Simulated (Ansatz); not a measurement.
Input structure:

```cif
data_structure
_symmetry_space_group_name_H-M 'P 1'
_symmetry_Int_Tables_number 1
_cell_length_a 4.9524
_cell_length_b 4.9524
_cell_length_c 8.5993
_cell_angle_alpha 90.000
_cell_angle_beta 90.000
_cell_angle_gamma 120.000
_cell_volume 182.65
loop_
_atom_site_label
_atom_site_type_symbol
_atom_site_fract_x
_atom_site_fract_y
_atom_site_fract_z
_atom_site_occupancy
Si1 Si 0.66667 0.33333 0.93694 1
Si2 Si 0.66667 0.33333 0.56306 1
Si3 Si 0.33333 0.66667 0.06306 1
Si4 Si 0.33333 0.66667 0.43694 1
O1 O 0.00000 0.39052 0.00000 1
O2 O 0.39052 0.39052 0.50000 1
O3 O 0.60948 0.00000 0.50000 1
O4 O 0.60948 0.60948 0.00000 1
O5 O 0.00000 0.60948 0.50000 1
O6 O 0.66667 0.33333 0.75000 1
O7 O 0.33333 0.66667 0.25000 1
O8 O 0.39052 0.00000 0.00000 1
```

**Interpret the file: composition, symmetry and coordination.**

The structure is one of SiO$_{2}$. The structure has P6_322 (No. 182) symmetry and a primitive hexagonal lattice. The cell comprises 4 formula units: 4 Si, 8 O. Si is surrounded by four O in a tetrahedral arrangement at 1.61 to 1.62 Å. The coordination shell of O holds two Si at 1.61 to 1.62 Å. The bonds build a three-dimensional framework.

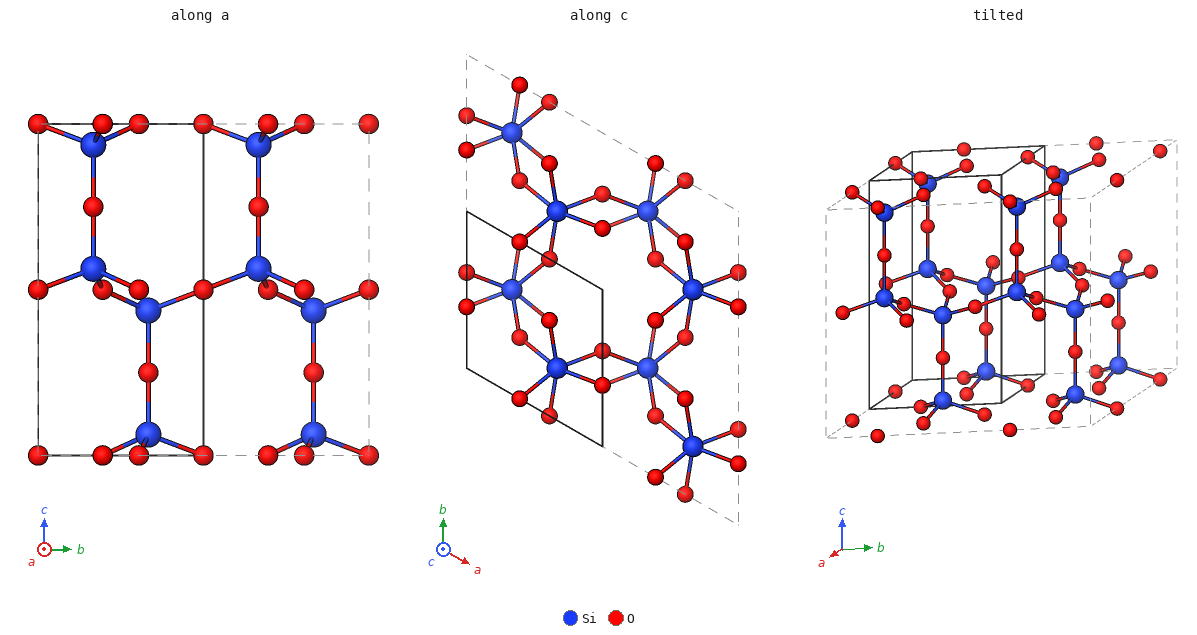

The structure above is drawn in ball-and-stick style and viewed along the a axis, along the c axis and slightly off an axis. A block of 2×2×1 cells is shown, with one conventional unit cell in solid outline.

The structure was taken from a structure listed in the Materials Project. It was relaxed at fixed volume with DFT PBE, scalar-relativistic, plane waves, PAW in Ansatz.
